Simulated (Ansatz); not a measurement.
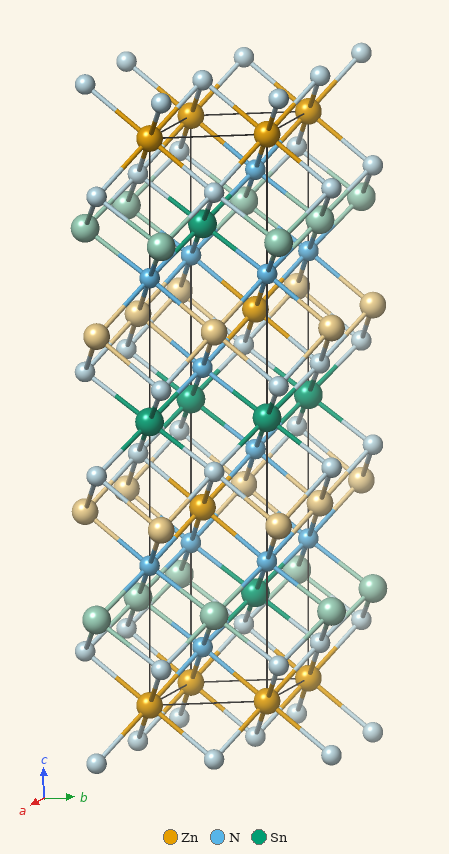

Drawn in the ball-and-stick manner and seen slightly off an axis. The drawn cell (a repeat of the simulation cell) is drawn as a box. Periodic images bonded to atoms of the box are shown as well, in fainter colours.

ZnSnN$_{2}$, a = 3.167 Å, b = 3.181 Å, c = 15.449 Å, α = 90.00°, β = 90.00°, γ = 120.43°. Strictly the space group is P-1 (No. 2, within 0.01 Å). It is a distorted form of a rhombohedral (trigonal R) structure, space group R-3m (No. 166) within 0.25 Å: α-NaFeO₂ type. Origin of the cell: a structure type filled with these elements by a generator (whether the compound takes this form wasn't checked). The cell was then strained or its atoms displaced on purpose. A calculation with Ansatz used it as input.

This one geometry was computed with Ansatz (DFT, plane waves, PAW) at three levels of theory: r2SCAN, PBE and HSE06. It was relaxed with r2SCAN and then strained.

> Which level gives the highest pressure at this volume, and what does that say about its equilibrium volume?

Highest: PBE (6.5 GPa), which points to the largest equilibrium volume. Lowest, with the smallest volume: HSE06 (-1.6 GPa). Levels within 0.5 GPa of each other can't be told apart.

> How does the band gap change with the level of theory?

PBE: a gap of 0.73 eV, indirect; r2SCAN: a gap of 1.18 eV, indirect; HSE06: a gap of 1.89 eV, indirect.

> Collect the results in a table.

| level | cutoff (eV) | k-mesh of the run's cell | gap (eV) | pressure (GPa) |
| --- | --- | --- | --- | --- |
| r2SCAN | 500 | 10×10×10 | 1.18 | 0.0 |
| PBE | 420 | 10×10×10 | 0.73 | 6.5 |
| HSE06 | 420 | 6×6×6 | 1.89 | -1.6 |

Gaps are taken on the k-mesh or band path of each run.
